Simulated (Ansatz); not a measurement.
Geometry relaxation of TiO (part 2 of 2)

TiO (6 atoms in the cell); DFT r2SCAN+U, scalar-relativistic, plane waves, PAW, Ueff = 4 eV on Ti d, no spin polarisation (Ansatz 0.2.0); cutoff 500 eV, 12×12×12 k-mesh, Gaussian smearing of 0.1 eV. The structure derives from a Materials Project entry. It belongs to a series of runs on one base structure; here: uniaxial strain along c, a, b and atoms relaxed: +2.0 %.

Geometry of the input (Å; fractional positions):
```
5.0022  0.0000  0.0000
-2.5011  4.3320  0.0000
0.0000  0.0000  2.9621
Ti 0.6667  0.3333  0.5000
Ti 0.3333  0.6667  0.5000
Ti 0.0000  0.0000  0.0000
O  0.6087  0.6087  0.0000
O  0.3913  -0.0000  0.0000
O  -0.0000  0.3913  0.0000
```

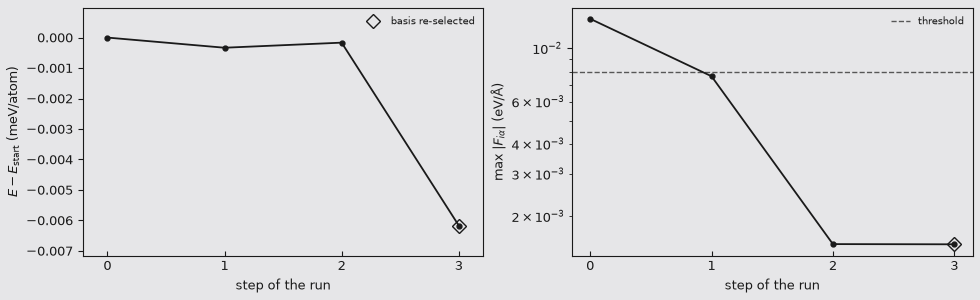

Progress of the relaxation, step by step (the first geometry is step 0 here and step 1 in the log). No atom moves by more than 0.005 Å relative to the cell. After 2 geometry steps the energy has fallen by next to nothing (0.0 meV per atom). The largest force component goes from 0.013 to 0.0015 eV/Å. Pressure: −1.90 GPa at the start and −2.06 GPa at the end. A last SCF at the same geometry on a re-selected plane-wave basis shifts the energy by next to nothing (0.0 meV per atom).

```
basis re-selected at this cell: Δ(F+E_penalty+E_count) = -3.642e-5 eV, ΔP = -0.000 GPa vs the last step (what re-selecting the basis moved, of the pressure what is left beyond the Pulay correction that the steps carried, after the strain that the cell walked since its last selection, with what the two solves' SCF thresholds leave and, on support functions, any second-order correction that the steps lacked; it is no measure of the basis error at this ecutwfc). This SCF's stress stands 5.26e-3 GPa from its target on what of the cell is left free (relax.cell.stress_tol is 1.50e-2 GPa) and its largest allowed force component is 1.53e-3 eV/Å (relax.f_tol is 8.00e-3 eV/Å): within both
SCF converged after 7 iterations
Free energy (F): -9216.584563 eV
Harris-Foulkes:  -9216.584563 eV  (|F-HF|=5.46e-12)
Internal energy: -9216.582259 eV  (E = F + TS)
E sigma→0 (E₀):  -9216.583411 eV
Entropy (-TS):   -0.002305 eV (-0.384 meV/atom)
Fermi energy:    15.572676 eV
--- Per-component energies (eV) ---
  E_band       = -445.937651
  E_kinetic    = 1352.828487
  E_local      = -3074.925047  (includes V_loc(G=0)·N_el)
  E_nonlocal   = 160.652834
  E_hartree    = 1215.271800
  E_xc         = -503.200278
  E_vxc        = -720.389715  (∫ρ·V_xc dr)
  E_hubbard    = 10.896202  (on-site DFT+U / exact-exchange correction)
  E_vhub       = 6.014921  (the Hubbard potential's part of the band-sum identity)
  E_paw        = -3648.618887  (= ΣΔE_a)
  E_vpaw       = -647.885652  (= ΣTr[D̂ρ^β])
  E_aug_tail   = 0.003326  (compensation charges beyond the density's cutoff)
  E_vtau       = 47.219578  (kinetic-family band-sum trace: ∫τ·v_τ [+ j·A + Jᵃ·Aᵃ] dr)
  E_ewald      = -4728.634502
  E_core_change = -0.856194  (= ΣΔE_core)
  E_smearing   = -0.002305  (= −TS)
  E_closure    = 0.000000  (closes the sum)
  Σ components = -9216.584563   (vs F -9216.584563, Δ=0.00e0)
--- Forces (eV/Å), atoms counted from 1 ---
  atom   1  Ti    -0.00000019     0.00000009     0.00000000
  atom   2  Ti     0.00000017    -0.00000013     0.00000000
  atom   3  Ti    -0.00000006    -0.00000011     0.00000000
  atom   4  O     -0.00076376    -0.00132287     0.00000000
  atom   5  O      0.00152767     0.00000001     0.00000000
  atom   6  O     -0.00076383     0.00132301     0.00000000
  max |Σ_I F_I| component: 4.32e-9 eV/Å
--- Stress (GPa, compression-positive) ---
       -0.005259      -0.000001       0.000000
       -0.000001      -0.005260       0.000000
        0.000000       0.000000      -6.157974
  P = ⅓ Tr σ = -2.0562 GPa (-20.562 kbar)
--- Band table (eV; the first three rows and the last of 301) ---
  k-point 0: bands = ["-45.5638", "-45.5088", "-45.4693", "-21.0066", "-21.0066", "-20.8905", "-20.8905", "-20.5910", "-20.5910", "-20.5183", "-20.4298", "-20.2985", "-7.4378", "-5.9172", "-5.9172", "6.3703", "7.9226", "7.9226", "8.9032", "9.0397", "9.0397", "9.8015", "9.8533", "9.8533", "11.7297", "14.6979", "15.2978", "15.2978", "16.7186", "16.7186", "16.7236", "16.8428", "16.8428"]
  k-point 1: bands = ["-45.5605", "-45.5075", "-45.4671", "-20.9992", "-20.9992", "-20.8869", "-20.8869", "-20.5905", "-20.5905", "-20.5485", "-20.4528", "-20.3199", "-7.3777", "-5.9211", "-5.9211", "6.4761", "7.9052", "7.9052", "8.9355", "8.9647", "8.9647", "9.4108", "9.8415", "9.8415", "12.1290", "14.8353", "15.2113", "15.2113", "16.7399", "16.7399", "16.7583", "16.9275", "16.9275"]
  k-point 2: bands = ["-45.5513", "-45.5041", "-45.4610", "-20.9788", "-20.9788", "-20.8776", "-20.8776", "-20.6308", "-20.5893", "-20.5893", "-20.5152", "-20.3777", "-7.2122", "-5.9328", "-5.9328", "6.7704", "7.8500", "7.8500", "8.5602", "8.7730", "8.7730", "9.1269", "9.8170", "9.8170", "12.9375", "15.0019", "15.0019", "15.2285", "16.8339", "16.8339", "16.8547", "17.0337", "17.0337"]
  k-point 300: bands = ["-45.4926", "-45.4761", "-45.4573", "-21.0369", "-20.8965", "-20.8755", "-20.8210", "-20.8119", "-20.7385", "-20.6555", "-20.5742", "-20.5650", "-6.2458", "-6.1538", "-6.0206", "6.9680", "7.2526", "7.5090", "7.8655", "7.8944", "8.9124", "8.9140", "9.2087", "10.3213", "14.0106", "14.3616", "15.3880", "16.3777", "16.8642", "17.0587", "17.1574", "17.8622", "17.9247"]
Occupation matrices written to [file]
--- Relaxed structure (3 steps of the walk, 3 accepted, 1 SCFs on fresh bases) ---
  F+E_penalty+E_count = -9216.58456346 eV   max|allowed force component| = 1.528e-3 eV/Å   (the final SCF, on the basis selected at the relaxed cell)
  cell:  # Å, volume = 64.2293 Å³
    - [5.0037840819047235, 1.762863187900262e-19, 2.0737395229861277e-130]
    - [-2.5018920409523617, 4.333404129981686, 6.550188679408907e-130]
    - [1.2280102451539974e-130, 5.1878878948222096e-130, 2.9621387519]
  atoms:
    - { symbol: Ti, position: [0.6666666673867225, 0.3333333335565667, 0.5] }
    - { symbol: Ti, position: [0.3333333335565667, 0.6666666673867225, 0.5] }
    - { symbol: Ti, position: [-4.301692621825914e-9, -4.301692621827788e-9, 4.475004438720124e-154] }
    - { symbol: O, position: [0.6085767837826646, 0.6085767837826646, -2.002083095183101e-146] }
    - { symbol: O, position: [0.3914232175062833, 2.0694556480373563e-9, 0.0] }
    - { symbol: O, position: [2.069455634634565e-9, 0.39142321750628334, -3.0031246427746514e-146] }
```

## Trajectory as extended XYZ (Å, eV, eV/Å), 4 frames, from step=1 to step=4
```
6
Lattice="5.0022 0.0000 0.0000 -2.5011 4.3320 0.0000 0.0000 0.0000 2.9621" Properties=species:S:1:pos:R:3:forces:R:3 step=1 energy=-9216.58453 pressure_GPa=-1.90
Ti    2.5011    1.4440    1.4811    0.0000   0.0000   0.0000
Ti    0.0000    2.8880    1.4811    0.0000   0.0000   0.0000
Ti    0.0000    0.0000    0.0000    0.0000   0.0000   0.0000
O     1.5224    2.6368    0.0000   -0.0066  -0.0115   0.0000
O     1.9574    0.0000    0.0000    0.0133   0.0000   0.0000
O    -0.9787    1.6952    0.0000   -0.0066   0.0115   0.0000
6
Lattice="5.0034 0.0000 0.0000 -2.5017 4.3331 0.0000 0.0000 0.0000 2.9621" Properties=species:S:1:pos:R:3:forces:R:3 step=2 energy=-9216.58453 pressure_GPa=-2.01
Ti    2.5017    1.4444    1.4811    0.0000   0.0000   0.0000
Ti    0.0000    2.8887    1.4811    0.0000   0.0000   0.0000
Ti    0.0000    0.0000    0.0000    0.0000   0.0000   0.0000
O     1.5227    2.6373    0.0000   -0.0038  -0.0066   0.0000
O     1.9581    0.0000    0.0000    0.0076   0.0000   0.0000
O    -0.9790    1.6958    0.0000   -0.0038   0.0066   0.0000
6
Lattice="5.0038 0.0000 0.0000 -2.5019 4.3334 0.0000 0.0000 0.0000 2.9621" Properties=species:S:1:pos:R:3:forces:R:3 step=3 energy=-9216.58453 pressure_GPa=-2.06
Ti    2.5019    1.4445    1.4811    0.0000   0.0000   0.0000
Ti    0.0000    2.8889    1.4811    0.0000   0.0000   0.0000
Ti    0.0000    0.0000    0.0000    0.0000   0.0000   0.0000
O     1.5226    2.6372    0.0000   -0.0008  -0.0013   0.0000
O     1.9586    0.0000    0.0000    0.0015   0.0000   0.0000
O    -0.9793    1.6962    0.0000   -0.0008   0.0013   0.0000
6
Lattice="5.0038 0.0000 0.0000 -2.5019 4.3334 0.0000 0.0000 0.0000 2.9621" Properties=species:S:1:pos:R:3:forces:R:3 step=4 energy=-9216.58456 pressure_GPa=-2.06
Ti    2.5019    1.4445    1.4811    0.0000   0.0000   0.0000
Ti    0.0000    2.8889    1.4811    0.0000   0.0000   0.0000
Ti    0.0000    0.0000    0.0000    0.0000   0.0000   0.0000
O     1.5226    2.6372    0.0000   -0.0008  -0.0013   0.0000
O     1.9586    0.0000    0.0000    0.0015   0.0000   0.0000
O    -0.9793    1.6962    0.0000   -0.0008   0.0013   0.0000
```

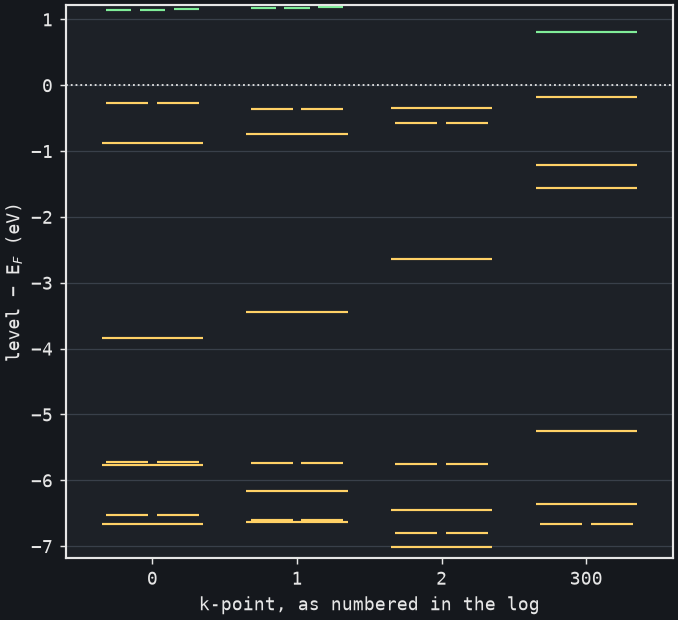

Kohn–Sham levels near the Fermi level (dotted) at the few k-points that the log prints; levels within 0.02 eV of each other stand side by side. The system is metallic on the full mesh.

## Key numbers

```tsv
quantity	value
outcome	converged
space group (tolerance 0.01 Å)	P-62m (189)
electrons treated	54
free energy	−9216.5846 eV
Fermi energy	15.573 eV
gap on the k-point mesh	none (metallic)
pressure	−2.06 GPa
final volume	64.23 Å³
largest force (length of the vector) at the end	0.002 eV/Å
final cell	a = 5.004 Å, b = 5.004 Å, c = 2.962 Å, α = 90.00°, β = 90.00°, γ = 120.00°
wall time	4.5 min
peak memory	1.6 GiB
```
